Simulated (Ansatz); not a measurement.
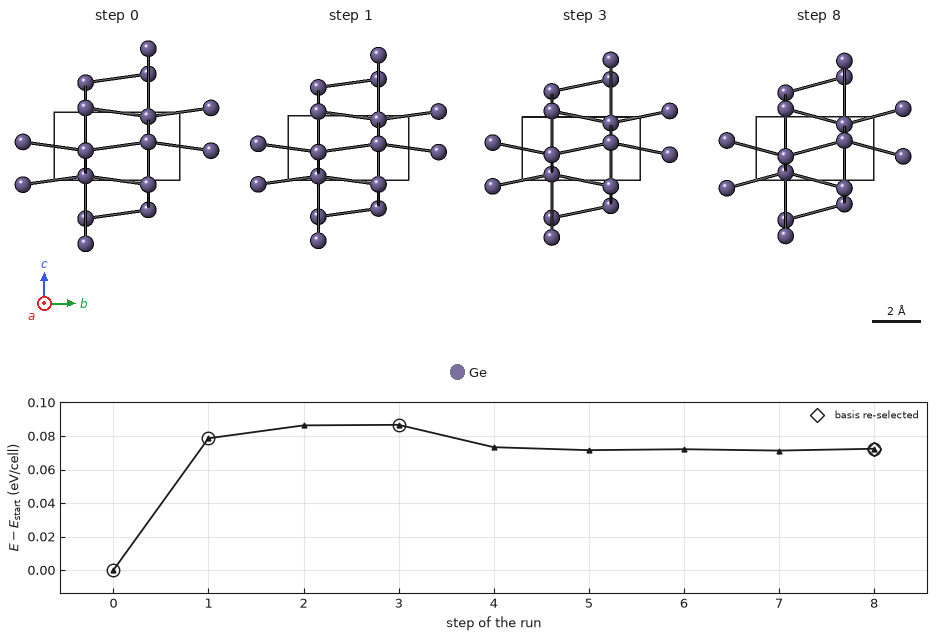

Frames of a relaxation of a crystal of Ge (set up in Imma), marked on the history of the run. The picture is a ball-and-stick view of the conventional cell (2 times the calculation's cell), seen along the a axis. Lengths and directions refer to the drawn axes.

The run lets cell and atoms move.

Theory: Kohn-Sham DFT of a periodic cell, PBEsol, Ansatz PAW in Ansatz.

The input:
```yaml
crystal:
  lattice:
    - [-2.495898, 2.650863, 1.436947]
    - [2.495898, -2.650863, 1.436947]
    - [2.495898, 2.650863, -1.436947]
  atoms:
    - { symbol: Ge, position: [0.314057, 0.064057, 0.25] }
    - { symbol: Ge, position: [0.685943, 0.935943, 0.75] }
hamiltonian:
  xc: pbesol
  pseudopotentials: { kind: paw }
kpoints:
  mp_grid: { grid: [11, 11, 11] }
scf:
  occupations: { method: fermi_dirac, width: 0.05 }
output:
  forces: true
  stress: true
  eigenvalues: true
relax:
  f_tol: 0.01
  max_steps: 40
  cell: { stress_tol: 0.05, p_target: 10.0 }
```

Command:
```bash
ansatz run input.yaml --threads 2 --pin off --max-ram 5632MiB --backend cpu --events-out ev --progress --plain --runs-dir out
```

What happens along the run?

Answer. The energy rises by 72.4 meV per cell of the calculation in 7 accepted moves (8 points after the start). With the target pressure of 10 GPa, the enthalpy E + pV changes by −0.228 eV per cell of the calculation. Largest force component: 0.059 eV/Å at the start, under 0.0001 eV/Å at the end. The pressure goes from −2.49 to 10.00 GPa. The SCF was repeated once at an unchanged geometry on a basis and grid sized afresh for the cell, which shifted the energy by 1.1 meV per cell of the calculation at most. The largest moves relative to the cell, 0.16 Å, are those of Ge atoms. The volume changes by −12.7 %, with a 4.992 → 4.970 Å (−0.4 %), b 5.302 → 4.969 Å (−6.3 %), c 2.874 → 2.690 Å (−6.4 %). Some distances before and after: Ge–Ge 2.874 → 2.690 Å, Ge–Ge 2.715 → 2.574 Å, Ge–Ge 2.676 → 2.574 Å. Bond angles that change, for instance: Ge–Ge–Ge 133.6° → 149.7°, Ge–Ge–Ge 164.2° → 149.7°, Ge–Ge–Ge 113.2° → 105.1°. The space group (tolerance 0.01 Å) goes from Imma (No. 74) to I4_1/amd (No. 141). From step 0 to 1: volume −12.2 %, energy +78.6 meV per cell of the calculation. From step 1 to 3: Ge atoms move most (0.09 Å), volume −1.0 %, energy +8.0 meV per cell of the calculation. From step 3 to 8: Ge atoms move most (0.08 Å), volume +0.5 %, energy −14.3 meV per cell of the calculation.

```tsv
step	E − E(0), meV/atom	largest force component, eV/Å	pressure, GPa	volume, Å³/atom	note
0	0.00	0.0589	-2.49	19.014	
1	39.32	0.0437	9.50	16.695	
2	43.17	0.0604	10.18	16.600	
3	43.33	0.0774	10.59	16.530	
4	36.66	0.0377	10.03	16.605	
5	35.77	0.0077	10.00	16.606	
6	36.06	0.0010	10.04	16.601	
7	35.65	0.0001	9.99	16.607	
8	36.20	0.0001	10.00	16.607	same geometry, new basis
```
